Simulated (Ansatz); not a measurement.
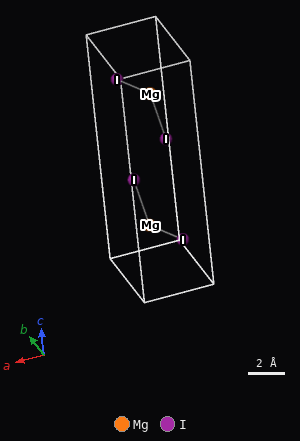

Phonons of solid MgI$_{2}$ (a generated structure), at the zone centre. Style: ball-and-stick. Shown: the conventional cell, from a free direction. Lengths and directions refer to the drawn axes.

Computed with Ansatz 0.2.0, DFT PBE, scalar-relativistic, plane waves, PAW. Settings: plane-wave cutoff 420 eV; k-point mesh 6 × 6 × 2; occupations fixed; no spin polarisation.

Frequencies are those without the non-analytic (LO–TO) term.

### List the optical modes.

The calculation's cell holds 6 atoms, so there are 15 optical modes, in 9 levels. The lowest is so near zero that its sign isn't certain.

| level | symmetry | frequency (cm⁻¹) | activity |
| --- | --- | --- | --- |
| 1 | A_g | 4 | Raman-active |
| 2 | A_g | 4 | Raman-active |
| 3 | A_g | 11 | Raman-active |
| 4 | 4-fold | 39 | not assigned |
| 5 | A_u | 93 | infrared-active |
| 6 | A_g | 94 | Raman-active |
| 7 | 4-fold | 207 | not assigned |
| 8 | A_u | 291 | infrared-active |
| 9 | A_g | 305 | Raman-active |

The modes drawn as arrows (one member of each degenerate set), 6 of the levels:

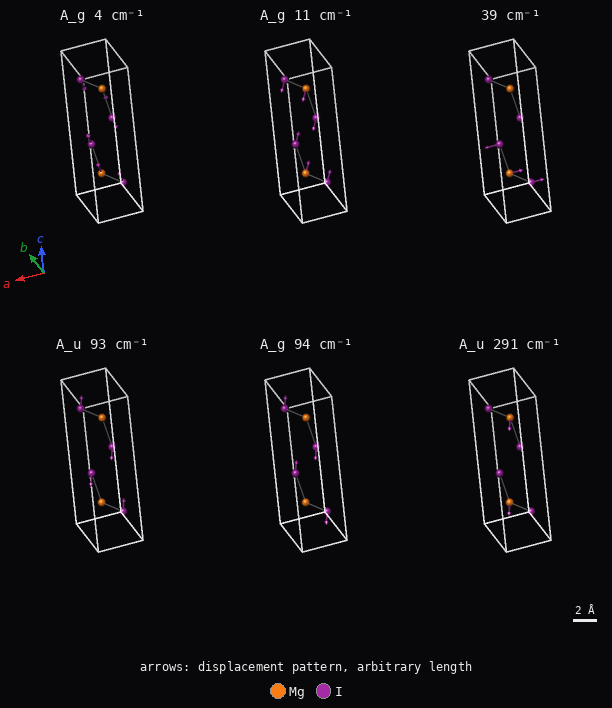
